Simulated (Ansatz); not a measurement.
**Single-point calculation of Al$_{3}$Ni$_{5}$**

The run: single-point calculation of Al$_{3}$Ni$_{5}$ (Cmmm, 8 atoms in the cell). Method and program: DFT r2SCAN, scalar-relativistic, plane waves, PAW, no spin polarisation (Ansatz 0.2.0).

The structure derives from a Materials Project entry. It belongs to a series of runs on one base structure; here: strain +0.0600 x Voigt [0, 1, 0, 0, 0, 0], atoms carried along. Figures and captions count atoms from 1; the log counts them from 0 in places.

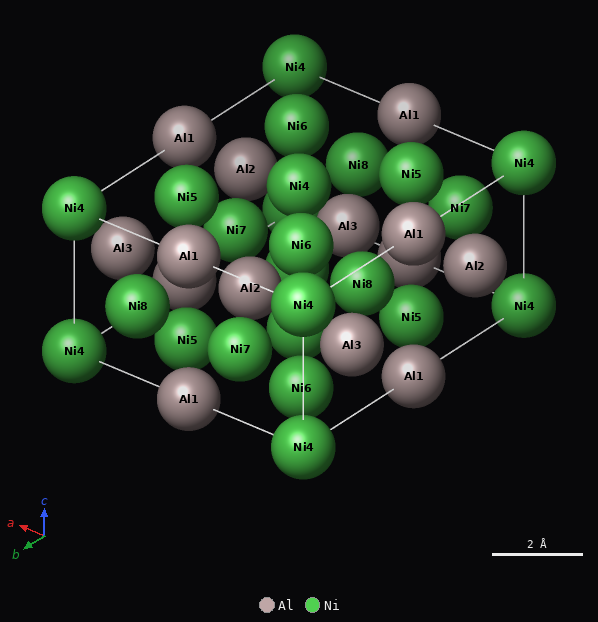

Figure 1. The input geometry (spheres-only view of the cell 2 times as large as that of the calculation, set on its symmetry axes, seen at an oblique angle; atoms are numbered from 1 in the order of the input). An atom can appear more than once, as a periodic image.

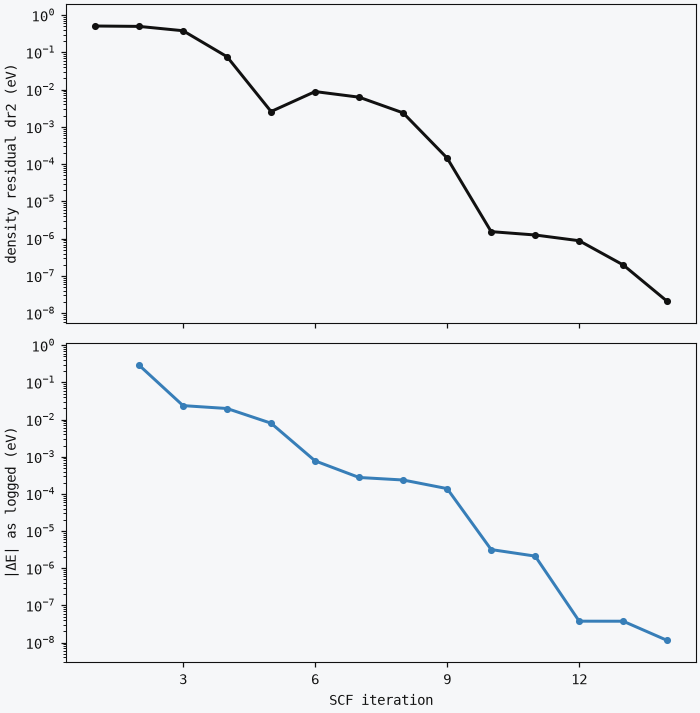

Figure 2. Convergence of the self-consistent field: density residual dr2 and size of the energy change against the SCF iteration. The residual comes down, with one marked jump up, by a factor of about 3, at step 6.

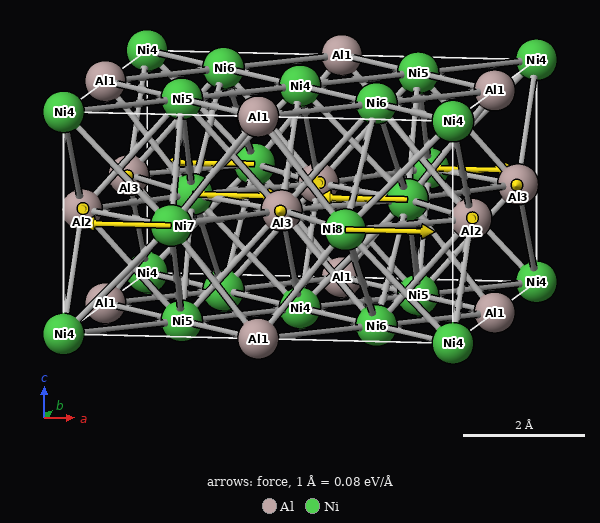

Figure 3. Forces on the atoms as yellow arrows (ball-and-stick view of the cell 2 times as large as that of the calculation, set on its symmetry axes, seen slightly off an axis; atoms are numbered from 1 in the order of the input). The largest act on Ni7, Ni8 (0.12 eV/Å). The geometry is not a stationary point of this energy.

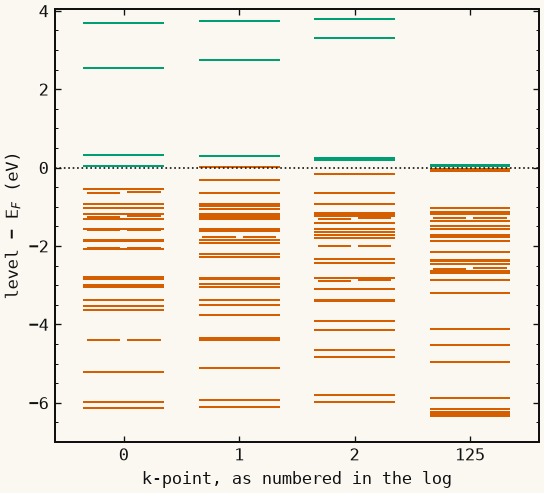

Figure 4. Kohn–Sham levels near the Fermi level (dotted) at the few k-points that the log prints; levels within 0.02 eV of each other stand side by side. The system is metallic on the full mesh.

These pictures come from the run below.

Input
```yaml
crystal:
  lattice:
    - [3.2911157551, -3.9178790528, 0.0]
    - [3.2911157551, 3.9178790528, 0.0]
    - [0.0, 0.0, 3.7283121877]
  atoms:
    - { symbol: Al, position: [0.5, 0.5, 0.0] }
    - { symbol: Al, position: [0.7792699052, 0.2207300948, 0.5] }
    - { symbol: Al, position: [0.2207300948, 0.7792699052, 0.5] }
    - { symbol: Ni, position: [0.0, 0.0, 0.0] }
    - { symbol: Ni, position: [0.0, 0.5, 0.0] }
    - { symbol: Ni, position: [0.5, 0.0, 0.0] }
    - { symbol: Ni, position: [0.2764619634, 0.2764619634, 0.5] }
    - { symbol: Ni, position: [0.7235380366, 0.7235380366, 0.5] }
basis:
  ecutwfc: 500
kpoints:
  mp_grid: { grid: [8, 8, 10] }
hamiltonian:
  xc: r2scan
scf:
  occupations: { method: gaussian, width: 0.15 }
output:
  forces: true
  stress: true
  eigenvalues: true
```

Launch command:
```bash
ansatz run input.yaml --threads 2 --pin off --max-ram 5120MiB --backend cpu --events-out ev --progress --plain --runs-dir out
```

What the program printed
```
Engine: ansatz 0.2.0, x86_64-unknown-linux-gnu
Pseudopotentials: kind: paw
Pseudopotential: Al, paw, valence charge 3, recommended cutoff 500 eV (meta_gga), Al.paw.azcp
Pseudopotential: Ni, paw, valence charge 18, recommended cutoff 500 eV (meta_gga), Ni.paw.azcp
Functional definition: r2SCAN
  parameter k0 = 0.174
  parameter k1 = 0.065
  parameter a1 = 4.9479
  exchange = r2scan_x(k0 = k0, k1 = k1, a1 = a1)
  correlation = r2scan_c
Crystal: 8 atoms, lattice volume = 96.147 Å³
Basis set: ecut = 500 eV, 2443 PW (Γ), exchange–correlation on 160×160×120 points (64 copies of the dense FFT grid, shifted against one another)
Bands: 60, of which v1, the nominal top of the filled ones, is band 50 counted from 1 (49 counted from 0)
Symmetry: 8 space group operations
Space group: Cmmm (ITA 65), of the structure as read, at distance tolerance 4.6e-5 Å
k-points: 126 of 640
Non-local potential: Al, projectors of the file, l = 0: 2, l = 1: 2, l = 2: 1
Non-local potential: Ni, projectors of the file, l = 0: 3, l = 1: 2, l = 2: 3, l = 3: 1
PAW form: soft (Blöchl's): semilocal exchange-correlation on the pseudo side does not see the compensation charge
PAW frozen core: Al, regenerated for the run's functional (the file was generated under x = pbe(κ = 0.804, μ = 0.2195149727645171), c = pbe(β = 0.06672455060314922))
PAW frozen core: Ni, regenerated for the run's functional (the file was generated under x = pbe(κ = 0.804, μ = 0.2195149727645171), c = pbe(β = 0.06672455060314922))
PAW one-centre angular grid: Al, 302 points (default); XC on 160 Gauss nodes
PAW one-centre angular grid: Ni, 590 points (default); XC on 160 Gauss nodes
Initial density: superposition of atomic densities (neutral atoms: chi_scale 0, normalization atom), corrected by the library's trained network
Initial wavefunctions: pseudopotential atomic-orbital guess
Functional: x = r2scan, c = r2scan; τ floored in thin density (d = 2e-4 eV/Å³)
SCF iter   1: F=—  HF=-30851.680605 eV  |F-HF|=—  |Δ(HF+E_count)|=         —  Δρ=2.57e-2  dr2=5.10e-1  dr2_τ=2.24e-1  ethr=1.77e-3  ⟨swp⟩=6.7  Hψ=29744  notcnv=0  defer=28
preconditioner: auto → Kerker (q_TF=auto, 2.742 Å⁻¹)  [metal: Δε(μ)=0.003 eV  Ē_g=6.999 eV  σ=0.150 eV  W_gap=0.01  n_scr=34 (ndim 8)  ℏωp=29.1 eV  f_vac=0.000  D(μ)=4.27/eV (n_scr^D=34)]
SCF iter   2: F=—  HF=-30851.973199 eV  |F-HF|=—  |Δ(HF+E_count)|=   2.93e-1  Δρ=2.73e-2  dr2=4.98e-1  dr2_τ=4.43e-3  ethr=5.15e-4  ⟨swp⟩=2.2  Hψ=14630  notcnv=0  defer=390
SCF iter   3: F=—  HF=-30851.949420 eV  |F-HF|=—  |Δ(HF+E_count)|=   2.38e-2  Δρ=2.17e-2  dr2=3.81e-1  dr2_τ=1.41e-3  ethr=5.03e-4  ⟨swp⟩=2.0  Hψ=10926  notcnv=0  defer=390
SCF iter   4: F=—  HF=-30851.929551 eV  |F-HF|=—  |Δ(HF+E_count)|=   1.99e-2  Δρ=9.35e-3  dr2=7.64e-2  dr2_τ=3.69e-4  ethr=3.85e-4  ⟨swp⟩=1.9  Hψ=9113  notcnv=0  defer=390
SCF iter   5: F=—  HF=-30851.921555 eV  |F-HF|=—  |Δ(HF+E_count)|=   8.00e-3  Δρ=1.73e-3  dr2=2.59e-3  dr2_τ=4.02e-5  ethr=7.72e-5  ⟨swp⟩=1.3  Hψ=7694  notcnv=0  defer=390
SCF iter   6: F=—  HF=-30851.922330 eV  |F-HF|=—  |Δ(HF+E_count)|=   7.75e-4  Δρ=3.53e-3  dr2=8.88e-3  dr2_τ=3.76e-5  ethr=2.61e-6  ⟨swp⟩=2.0  Hψ=13149  notcnv=0  defer=390
SCF iter   7: F=—  HF=-30851.922053 eV  |F-HF|=—  |Δ(HF+E_count)|=   2.77e-4  Δρ=3.05e-3  dr2=6.28e-3  dr2_τ=1.87e-5  ethr=2.61e-6  ⟨swp⟩=2.0  Hψ=13460  notcnv=0  defer=390
SCF iter   8: F=—  HF=-30851.921816 eV  |F-HF|=—  |Δ(HF+E_count)|=   2.37e-4  Δρ=1.89e-3  dr2=2.38e-3  dr2_τ=1.69e-5  ethr=2.61e-6  ⟨swp⟩=1.0  Hψ=7169  notcnv=0  defer=390
SCF iter   9: F=—  HF=-30851.921677 eV  |F-HF|=—  |Δ(HF+E_count)|=   1.39e-4  Δρ=4.89e-4  dr2=1.46e-4  dr2_τ=1.36e-6  ethr=2.40e-6  ⟨swp⟩=1.0  Hψ=7182  notcnv=0  defer=390
SCF iter  10: F=—  HF=-30851.921674 eV  |F-HF|=—  |Δ(HF+E_count)|=   3.18e-6  Δρ=4.22e-5  dr2=1.55e-6  dr2_τ=2.99e-8  ethr=1.48e-7  ⟨swp⟩=2.3  Hψ=10039  notcnv=0  defer=390
SCF iter  11: F=—  HF=-30851.921671 eV  |F-HF|=—  |Δ(HF+E_count)|=   2.12e-6  Δρ=4.23e-5  dr2=1.26e-6  dr2_τ=4.70e-9  ethr=1.57e-9  ⟨swp⟩=2.0  Hψ=12837  notcnv=0  defer=390
SCF iter  12: F=—  HF=-30851.921671 eV  |F-HF|=—  |Δ(HF+E_count)|=   3.76e-8  Δρ=3.36e-5  dr2=8.84e-7  dr2_τ=3.38e-9  ethr=1.27e-9  ⟨swp⟩=2.0  Hψ=8894  notcnv=0  defer=390
SCF iter  13: F=—  HF=-30851.921671 eV  |F-HF|=—  |Δ(HF+E_count)|=   3.75e-8  Δρ=1.57e-5  dr2=1.98e-7  dr2_τ=9.62e-10  ethr=8.93e-10  ⟨swp⟩=1.0  Hψ=7169  notcnv=0  defer=390
SCF iter  14: F=-30851.921671 eV  HF=-30851.921671 eV  |F-HF|=1.90e-8  |Δ(HF+E_count)|=   1.14e-8  Δρ=5.04e-6  dr2=2.09e-8  dr2_τ=9.93e-11  ethr=1.01e-10  ⟨swp⟩=9.7  Hψ=33062  notcnv=0
SCF 1 converged in 14 iterations: F = -30851.921671 eV  dr2 = 2.09e-8
  greatest PAW one-centre occupation: 1.001 electrons in one spin orbital (limit 2), on the Ni atom at site 4 (counted from 0), in its partial waves of l = 1
SCF converged after 14 iterations
Free energy (F): -30851.921671 eV
Harris-Foulkes:  -30851.921671 eV  (|F-HF|=1.90e-8)
Internal energy: -30851.872566 eV  (E = F + TS)
E sigma→0 (E₀):  -30851.897119 eV
Entropy (-TS):   -0.049106 eV (-6.138 meV/atom)
Fermi energy:    14.168316 eV
--- Per-component energies (eV) ---
  E_band       = -1805.197410
  E_kinetic    = 1493.713874
  E_local      = -21636.738101  (includes V_loc(G=0)·N_el)
  E_nonlocal   = 3239.698260
  E_hartree    = 9286.271299
  E_xc         = -506.241006
  E_vxc        = -683.246740  (∫ρ·V_xc dr)
  E_paw        = -9654.183184  (= ΣΔE_a)
  E_vpaw       = -2839.700438  (= ΣTr[D̂ρ^β])
  E_aug_tail   = 0.001163  (compensation charges beyond the density's cutoff)
  E_vtau       = 48.526100  (kinetic-family band-sum trace: ∫τ·v_τ [+ j·A + Jᵃ·Aᵃ] dr)
  E_ewald      = -13072.714205
  E_core_change = -1.680667  (= ΣΔE_core)
  E_smearing   = -0.049106  (= −TS)
  E_closure    = -0.000000  (closes the sum)
  Σ components = -30851.921671   (vs F -30851.921671, Δ=0.00e0)
--- Forces (eV/Å), atoms counted from 1 ---
  atom   1  Al    -0.00000000    -0.00000000     0.00000000
  atom   2  Al    -0.00000000     0.02003592     0.00000000
  atom   3  Al     0.00000000    -0.02003592     0.00000000
  atom   4  Ni     0.00000000     0.00000000     0.00000000
  atom   5  Ni    -0.00000000    -0.00000000     0.00000000
  atom   6  Ni     0.00000000    -0.00000000     0.00000000
  atom   7  Ni    -0.12339203    -0.00000000     0.00000000
  atom   8  Ni     0.12339203     0.00000000     0.00000000
  max |Σ_I F_I| component: 1.39e-17 eV/Å
--- Stress (GPa, compression-positive) ---
       -8.167836       0.000000       0.000000
        0.000000     -14.302487      -0.000000
        0.000000      -0.000000      -5.261894
  P = ⅓ Tr σ = -9.2441 GPa (-92.441 kbar)
--- Band table (eV; the first three rows and the last of 126) ---
  k-point 0: bands = ["-92.6847", "-92.6835", "-92.6577", "-92.6575", "-92.4473", "-51.6350", "-51.6346", "-51.6277", "-51.6236", "-51.6227", "-51.6156", "-51.6022", "-51.5940", "-51.5901", "-51.5830", "-51.5426", "-51.5411", "-51.4074", "-51.3978", "-51.2799", "3.1638", "8.0236", "8.1918", "8.9553", "9.7604", "9.7627", "10.5346", "10.6277", "10.7884", "11.1214", "11.1793", "11.3135", "11.3839", "12.0825", "12.1146", "12.1184", "12.2849", "12.3248", "12.5672", "12.5697", "12.6057", "12.8679", "12.9027", "12.9219", "12.9827", "13.1460", "13.2393", "13.5166", "13.5365", "13.6209", "14.2116", "14.4997", "16.7121", "17.8465", "18.9560", "20.6938", "20.8061", "21.1875", "21.5508", "21.5943"]
  k-point 1: bands = ["-92.6846", "-92.6835", "-92.6577", "-92.6576", "-92.4473", "-51.6344", "-51.6340", "-51.6339", "-51.6228", "-51.6174", "-51.6153", "-51.6022", "-51.5955", "-51.5903", "-51.5837", "-51.5432", "-51.5397", "-51.4074", "-51.3978", "-51.2798", "3.2798", "8.0656", "8.2501", "9.0532", "9.7795", "9.8329", "10.4019", "10.6524", "10.7867", "11.1097", "11.1991", "11.3283", "11.3533", "11.8971", "11.9737", "12.2511", "12.3302", "12.3937", "12.3976", "12.5444", "12.5992", "12.8630", "12.8970", "12.9492", "12.9917", "13.1041", "13.1962", "13.2410", "13.5270", "13.8444", "14.1718", "14.4662", "16.9165", "17.9010", "19.5239", "19.5719", "20.0655", "20.2035", "21.1111", "21.6180"]
  k-point 2: bands = ["-92.6845", "-92.6835", "-92.6577", "-92.6577", "-92.4473", "-51.6411", "-51.6328", "-51.6322", "-51.6233", "-51.6147", "-51.6104", "-51.6023", "-51.5993", "-51.5909", "-51.5855", "-51.5446", "-51.5363", "-51.4074", "-51.3978", "-51.2797", "3.6249", "8.1797", "8.3644", "9.3358", "9.5228", "10.0148", "10.2482", "10.7600", "10.7863", "11.0824", "11.2755", "11.2884", "11.3563", "11.7268", "11.8272", "12.1559", "12.1722", "12.3593", "12.4572", "12.5176", "12.6036", "12.7487", "12.8583", "12.8781", "12.9222", "12.9789", "13.0196", "13.2297", "13.5136", "14.0127", "14.3525", "14.4044", "17.4747", "17.9596", "18.3197", "18.7685", "18.8095", "19.4474", "21.1959", "21.3715"]
  k-point 125: bands = ["-92.6840", "-92.6835", "-92.6579", "-92.6577", "-92.4475", "-51.6527", "-51.6273", "-51.6261", "-51.6247", "-51.6122", "-51.6078", "-51.6005", "-51.5944", "-51.5931", "-51.5918", "-51.5358", "-51.5272", "-51.4242", "-51.3979", "-51.2851", "7.8335", "7.8855", "7.9261", "8.0067", "8.2788", "9.2143", "9.6345", "10.0490", "10.9802", "11.2926", "11.4834", "11.5352", "11.5841", "11.6040", "11.7052", "11.7740", "11.8212", "12.0203", "12.2910", "12.3898", "12.4433", "12.5930", "12.6858", "12.8056", "12.8708", "12.8851", "12.9748", "13.0330", "13.1365", "14.0760", "14.1375", "14.2172", "14.2413", "20.2703", "20.4703", "20.8309", "20.8505", "21.4355", "22.1227", "22.3544"]
```

Key numbers

- outcome: converged
- space group (tolerance 0.01 Å): Cmmm (65)
- electrons treated: 99
- free energy: −30851.9217 eV
- Fermi energy: 14.168 eV
- gap on the k-point mesh: none (metallic)
- pressure: −9.24 GPa
- largest force (length of the vector): 0.123 eV/Å
- hardware: 2 threads of Intel Xeon @ 2.50GHz (Skylake/Cascade Lake), 32 GiB of memory available, shared host
- wall time: 71 s (CPU time 2.3 min)
- peak memory: 1.1 GiB

Notes

The run has no spin polarisation, so a magnetic state may lie lower.
